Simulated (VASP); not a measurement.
## Geometry relaxation of Al₁₆N₁₅ (part 4 of 6)

The same run, continued: Al₁₆N₁₅ (defect cell, 31 atoms in the cell); Kohn-Sham DFT of a periodic cell, PBEsol, VASP PAW PBE potentials, recommended, spin-polarised (VASP 6.6.1); cutoff 450 eV, 3×3×2 k-mesh, Gaussian smearing of 0.03 eV, collinear spins. The structure derives from an entry of the Crystallography Open Database. It belongs to a series of runs on one base structure; here: atoms moved at random by about 0.05 A.

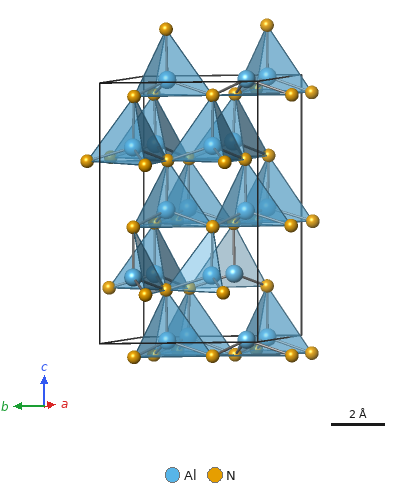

Fig. 1: The starting structure (polyhedral view of the cell of the calculation, seen at an oblique angle; polyhedra are completed across the faces of the cell). An atom can appear more than once, as a periodic image.

**Parts of OUTCAR, continued**
```
 val. band max:        9.2881632792   @ k =   0.3333   0.3333   0.5000
 cond. band min:       6.2913540364   @ k =   0.0000   0.0000   0.0000
 fundamental gap:     -2.9968092429
 Fermi energy:         9.2976965036

 spin component 1

 k-point     1 :       0.0000    0.0000    0.0000
  band No.  band energies     occupation
      1      -9.2077      1.00000
      2      -8.4156      1.00000
      3      -8.2695      1.00000
      4      -7.3677      1.00000
      5      -7.3655      1.00000
      6      -7.2138      1.00000
      7      -7.0361      1.00000
      8      -7.0024      1.00000
      9      -6.9998      1.00000
     10      -6.9478      1.00000
     11      -6.9409      1.00000
     12      -6.8409      1.00000
     13      -6.6062      1.00000
     14      -6.6034      1.00000
     15      -6.5907      1.00000
     16      -0.1341      1.00000
     17       0.1313      1.00000
     18       0.2277      1.00000
     19       0.2667      1.00000
     20       0.2700      1.00000
     21       0.3613      1.00000
     22       0.3892      1.00000
     23       0.3934      1.00000
     24       0.7022      1.00000
     25       0.7112      1.00000
     26       1.4104      1.00000
     27       1.9085      1.00000
     28       1.9136      1.00000
     29       2.0317      1.00000
     30       2.4826      1.00000
     31       2.4846      1.00000
     32       2.4957      1.00000
     33       3.0789      1.00000
     34       3.7483      1.00000
     35       3.8856      1.00000
     36       3.8898      1.00000
     37       4.0412      1.00000
     38       4.0516      1.00000
     39       4.0754      1.00000
     40       4.2774      1.00000
     41       4.3558      1.00000
     42       4.3599      1.00000
     43       4.3797      1.00000
     44       4.3887      1.00000
     45       4.4326      1.00000
     46       4.4362      1.00000
     47       4.5113      1.00000
     48       4.5162      1.00000
     49       4.6725      1.00000
     50       4.6758      1.00000
     51       5.0156      1.00000
     52       5.0207      1.00000
     53       5.1676      1.00000
     54       5.2202      1.00000
     55       5.2502      1.00000
     56       5.2513      1.00000
     57       5.3010      1.00000
     58       5.3036      1.00000
     59       5.6300      1.00000
     60       5.6328      1.00000
     61       5.6345      1.00000
     62       9.5095      0.00000
     63      10.2284      0.00000
     64      10.5262      0.00000
     65      10.5494      0.00000
     66      11.0804      0.00000
     67      11.1469      0.00000
     68      11.1542      0.00000
     69      11.4877      0.00000
     70      11.5042      0.00000
     71      11.5067      0.00000
     72      11.6519      0.00000
     73      11.6665      0.00000

 k-point     2 :       0.3333    0.0000    0.0000
  band No.  band energies     occupation
      1      -8.8732      1.00000
      2      -8.1271      1.00000
      3      -8.0815      1.00000
      4      -7.9045      1.00000
      5      -7.4348      1.00000
      6      -7.4171      1.00000
      7      -7.3846      1.00000
      8      -7.1700      1.00000
      9      -7.0211      1.00000
     10      -6.9607      1.00000
     11      -6.9400      1.00000
     12      -6.9011      1.00000
     13      -6.6564      1.00000
     14      -6.5497      1.00000
     15      -6.5180      1.00000
     16       0.2455      1.00000
     17       0.3186      1.00000
     18       0.7222      1.00000
     19       0.7331      1.00000
     20       0.7871      1.00000
     21       0.8516      1.00000
     22       1.0040      1.00000
     23       1.1385      1.00000
     24       1.1776      1.00000
     25       1.3709      1.00000
     26       1.5099      1.00000
     27       1.8138      1.00000
     28       2.0629      1.00000
     29       2.2180      1.00000
     30       2.3162      1.00000
     31       2.3475      1.00000
     32       2.5348      1.00000
     33       2.8199      1.00000
     34       3.0442      1.00000
     35       3.1184      1.00000
     36       3.2045      1.00000
     37       3.3080      1.00000
     38       3.3132      1.00000
     39       3.3998      1.00000
     40       3.8148      1.00000
     41       4.0942      1.00000
     42       4.1961      1.00000
     43       4.2764      1.00000
     44       4.2856      1.00000
     45       4.3345      1.00000
     46       4.4048      1.00000
     47       4.4546      1.00000
     48       4.4810      1.00000
     49       4.5327      1.00000
     50       4.5892      1.00000
     51       4.7139      1.00000
     52       4.7871      1.00000
     53       4.7922      1.00000
     54       4.8801      1.00000
     55       4.9051      1.00000
     56       4.9521      1.00000
     57       5.0507      1.00000
     58       5.2466      1.00000
     59       5.5311      1.00000
     60       5.5492      1.00000
     61       5.8592      1.00000
     62       9.2346      0.99853
     63       9.7553      0.00000
     64      10.3800      0.00000
     65      11.2768      0.00000
     66      11.6447      0.00000
     67      11.6560      0.00000
     68      11.9193      0.00000
     69      11.9335      0.00000
     70      12.0900      0.00000
     71      12.1044      0.00000
     72      12.2803      0.00000
     73      12.3662      0.00000

 k-point     3 :       0.0000    0.3333    0.0000
  band No.  band energies     occupation
      1      -8.8734      1.00000
      2      -8.1269      1.00000
      3      -8.0825      1.00000
      4      -7.9034      1.00000
      5      -7.4356      1.00000
      6      -7.4168      1.00000
      7      -7.3836      1.00000
      8      -7.1689      1.00000
      9      -7.0208      1.00000
     10      -6.9634      1.00000
     11      -6.9394      1.00000
     12      -6.9008      1.00000
     13      -6.6562      1.00000
     14      -6.5510      1.00000
     15      -6.5171      1.00000
     16       0.2443      1.00000
     17       0.3181      1.00000
     18       0.7211      1.00000
     19       0.7355      1.00000
     20       0.7860      1.00000
     21       0.8518      1.00000
     22       1.0038      1.00000
     23       1.1381      1.00000
     24       1.1800      1.00000
     25       1.3707      1.00000
     26       1.5104      1.00000
     27       1.8132      1.00000
     28       2.0626      1.00000
     29       2.2192      1.00000
     30       2.3174      1.00000
     31       2.3481      1.00000
     32       2.5362      1.00000
     33       2.8189      1.00000
     34       3.0423      1.00000
     35       3.1189      1.00000
     36       3.2025      1.00000
     37       3.3094      1.00000
     38       3.3144      1.00000
     39       3.4005      1.00000
     40       3.8141      1.00000
     41       4.0936      1.00000
     42       4.1954      1.00000
     43       4.2755      1.00000
     44       4.2832      1.00000
     45       4.3333      1.00000
     46       4.4047      1.00000
     47       4.4547      1.00000
     48       4.4809      1.00000
     49       4.5329      1.00000
     50       4.5883      1.00000
     51       4.7153      1.00000
     52       4.7876      1.00000
     53       4.7928      1.00000
     54       4.8792      1.00000
     55       4.9046      1.00000
     56       4.9539      1.00000
     57       5.0517      1.00000
     58       5.2466      1.00000
     59       5.5313      1.00000
     60       5.5491      1.00000
     61       5.8590      1.00000
     62       9.2224      0.99981
     63       9.7643      0.00000
     64      10.3870      0.00000
     65      11.2804      0.00000
     66      11.6473      0.00000
     67      11.6544      0.00000
     68      11.9165      0.00000
     69      11.9343      0.00000
     70      12.0915      0.00000
     71      12.1041      0.00000
     72      12.2792      0.00000
     73      12.3668      0.00000

 k-point     4 :      -0.3333    0.3333    0.0000
  band No.  band energies     occupation
      1      -8.8731      1.00000
      2      -8.1267      1.00000
      3      -8.0798      1.00000
      4      -7.9067      1.00000
      5      -7.4334      1.00000
      6      -7.4190      1.00000
      7      -7.3868      1.00000
      8      -7.1691      1.00000
      9      -7.0192      1.00000
     10      -6.9580      1.00000
     11      -6.9409      1.00000
     12      -6.9027      1.00000
     13      -6.6583      1.00000
     14      -6.5481      1.00000
     15      -6.5177      1.00000
     16       0.2466      1.00000
     17       0.3192      1.00000
     18       0.7239      1.00000
     19       0.7314      1.00000
     20       0.7884      1.00000
     21       0.8548      1.00000
     22       1.0022      1.00000
     23       1.1376      1.00000
     24       1.1732      1.00000
     25       1.3703      1.00000
     26       1.5110      1.00000
     27       1.8157      1.00000
     28       2.0627      1.00000
     29       2.2202      1.00000
     30       2.3125      1.00000
     31       2.3472      1.00000
     32       2.5301      1.00000
     33       2.8204      1.00000
     34       3.0470      1.00000
     35       3.1179      1.00000
     36       3.2058      1.00000
     37       3.3046      1.00000
     38       3.3101      1.00000
     39       3.3979      1.00000
     40       3.8134      1.00000
     41       4.0959      1.00000
     42       4.1972      1.00000
     43       4.2798      1.00000
     44       4.2894      1.00000
     45       4.3362      1.00000
     46       4.4065      1.00000
     47       4.4523      1.00000
     48       4.4823      1.00000
     49       4.5344      1.00000
     50       4.5907      1.00000
     51       4.7155      1.00000
     52       4.7878      1.00000
     53       4.7899      1.00000
     54       4.8791      1.00000
     55       4.9063      1.00000
     56       4.9469      1.00000
     57       5.0498      1.00000
     58       5.2494      1.00000
     59       5.5312      1.00000
     60       5.5479      1.00000
     61       5.8594      1.00000
     62       9.2549      0.97806
     63       9.7519      0.00000
     64      10.3600      0.00000
     65      11.2715      0.00000
     66      11.6383      0.00000
     67      11.6526      0.00000
     68      11.9209      0.00000
     69      11.9325      0.00000
     70      12.0908      0.00000
     71      12.1019      0.00000
     72      12.2795      0.00000
     73      12.3658      0.00000

 k-point     5 :       0.3333    0.3333    0.0000
  band No.  band energies     occupation
      1      -8.3595      1.00000
      2      -8.2759      1.00000
      3      -8.1661      1.00000
      4      -7.6464      1.00000
      5      -7.6436      1.00000
      6      -7.5922      1.00000
      7      -7.5687      1.00000
      8      -7.5077      1.00000
      9      -7.2377      1.00000
     10      -6.8081      1.00000
     11      -6.7601      1.00000
     12      -6.7256      1.00000
     13      -6.6927      1.00000
     14      -6.6142      1.00000
     15      -6.5927      1.00000
     16       0.3559      1.00000
     17       0.9617      1.00000
     18       0.9932      1.00000
     19       1.0660      1.00000
     20       1.0934      1.00000
     21       1.1308      1.00000
     22       1.3060      1.00000
     23       1.6026      1.00000
     24       1.6422      1.00000
     25       1.7469      1.00000
     26       1.7490      1.00000
     27       1.9619      1.00000
     28       1.9742      1.00000
     29       2.0771      1.00000
     30       2.1404      1.00000
     31       2.1977      1.00000
     32       2.3328      1.00000
     33       2.4211      1.00000
     34       2.4594      1.00000
     35       2.4813      1.00000
     36       2.8685      1.00000
     37       2.9250      1.00000
     38       3.4621      1.00000
     39       3.5314      1.00000
     40       3.6500      1.00000
     41       3.9304      1.00000
     42       3.9617      1.00000
     43       3.9899      1.00000
     44       4.0022      1.00000
     45       4.0540      1.00000
     46       4.1231      1.00000
     47       4.2895      1.00000
     48       4.4037      1.00000
     49       4.5286      1.00000
     50       4.5428      1.00000
     51       4.5802      1.00000
     52       4.6826      1.00000
     53       4.7569      1.00000
     54       4.8436      1.00000
     55       4.9343      1.00000
     56       4.9801      1.00000
     57       5.0264      1.00000
     58       5.1252      1.00000
     59       5.2491      1.00000
     60       5.3134      1.00000
     61       6.2971      1.00000
     62       9.2640      0.94397
     63       9.3286      0.07291
     64       9.9184      0.00000
     65      10.8742      0.00000
     66      12.1524      0.00000
     67      12.5383      0.00000
     68      12.5669      0.00000
     69      12.5784      0.00000
     70      12.6745      0.00000
     71      12.7691      0.00000
     72      12.9218      0.00000
     73      13.2273      0.00000

 [... the levels of 4 k-points are left out ...]

 k-point    10 :       0.3333    0.3333    0.5000
  band No.  band energies     occupation
      1      -8.2228      1.00000
      2      -8.1360      1.00000
      3      -8.1102      1.00000
      4      -8.0805      1.00000
      5      -8.0031      1.00000
      6      -7.8059      1.00000
      7      -7.0711      1.00000
      8      -6.9977      1.00000
      9      -6.9716      1.00000
     10      -6.9212      1.00000
     11      -6.9175      1.00000
     12      -6.8771      1.00000
     13      -6.7467      1.00000
     14      -6.7229      1.00000
     15      -6.6153      1.00000
     16       0.2418      1.00000
     17       1.0542      1.00000
     18       1.1612      1.00000
     19       1.1859      1.00000
     20       1.2280      1.00000
     21       1.2759      1.00000
     22       1.3204      1.00000
     23       1.3329      1.00000
     24       1.4467      1.00000
     25       1.5002      1.00000
     26       1.5684      1.00000
     27       1.7001      1.00000
     28       1.7987      1.00000
     29       2.2734      1.00000
     30       2.2910      1.00000
     31       2.3233      1.00000
     32       2.3852      1.00000
     33       2.5845      1.00000
     34       2.8476      1.00000
     35       2.9600      1.00000
     36       3.0932      1.00000
     37       3.1629      1.00000
     38       3.1781      1.00000
     39       3.2641      1.00000
     40       3.3518      1.00000
     41       3.4884      1.00000
     42       3.8282      1.00000
     43       3.8896      1.00000
     44       3.9717      1.00000
     45       4.0572      1.00000
     46       4.1226      1.00000
     47       4.3488      1.00000
     48       4.3709      1.00000
     49       4.4079      1.00000
     50       4.4300      1.00000
     51       4.6049      1.00000
     52       4.7227      1.00000
     53       4.7417      1.00000
     54       4.7809      1.00000
     55       4.8202      1.00000
     56       5.1070      1.00000
     57       5.2750      1.00000
     58       5.2966      1.00000
     59       5.2996      1.00000
     60       5.3711      1.00000
     61       6.2449      1.00000
     62       9.2574      0.97125
     63       9.2882      0.67343
     64       9.9909      0.00000
     65      11.6223      0.00000
     66      11.8201      0.00000
     67      12.2828      0.00000
     68      12.4034      0.00000
     69      12.4629      0.00000
     70      12.5067      0.00000
     71      12.8524      0.00000
     72      12.9683      0.00000
     73      13.0288      0.00000
 Fermi energy:         5.8775919334

 spin component 2

 k-point     1 :       0.0000    0.0000    0.0000
  band No.  band energies     occupation
      1      -9.1626      1.00000
      2      -8.3747      1.00000
      3      -8.2132      1.00000
      4      -7.3074      1.00000
      5      -7.3065      1.00000
      6      -7.1746      1.00000
      7      -7.0210      1.00000
      8      -6.9503      1.00000
      9      -6.9472      1.00000
     10      -6.8937      1.00000
     11      -6.8889      1.00000
     12      -6.8254      1.00000
     13      -6.5799      1.00000
     14      -6.5684      1.00000
     15      -6.5650      1.00000
     16      -0.0987      1.00000
     17       0.1912      1.00000
     18       0.2892      1.00000
     19       0.2928      1.00000
     20       0.3040      1.00000
     21       0.4069      1.00000
     22       0.4113      1.00000
     23       0.4477      1.00000
     24       0.8593      1.00000
     25       0.8603      1.00000
     26       1.5532      1.00000
     27       2.0230      1.00000
     28       2.0342      1.00000
     29       2.2369      1.00000
     30       2.5216      1.00000
     31       2.5376      1.00000
     32       2.5405      1.00000
     33       3.1450      1.00000
     34       3.8130      1.00000
     35       3.9246      1.00000
     36       3.9291      1.00000
     37       4.0951      1.00000
     38       4.1063      1.00000
     39       4.2944      1.00000
     40       4.3773      1.00000
     41       4.3953      1.00000
     42       4.3998      1.00000
     43       4.4118      1.00000
     44       4.4637      1.00000
     45       4.4905      1.00000
     46       4.4961      1.00000
     47       4.5451      1.00000
     48       4.5503      1.00000
     49       4.7390      1.00000
     50       4.7417      1.00000
     51       5.0515      1.00000
     52       5.0567      1.00000
     53       5.2136      1.00000
     54       5.2750      1.00000
     55       5.2760      1.00000
     56       5.3300      1.00000
     57       5.3327      1.00000
     58       5.6524      1.00000
     59       5.6533      1.00000
     60       5.6861      1.00000
     61       6.2914      0.00000
     62      10.0516      0.00000
     63      10.3010      0.00000
     64      11.0311      0.00000
     65      11.0414      0.00000
     66      11.1311      0.00000
     67      11.2477      0.00000
     68      11.2557      0.00000
     69      11.6070      0.00000
     70      11.6215      0.00000
     71      11.6309      0.00000
     72      11.7035      0.00000
     73      11.8926      0.00000
```
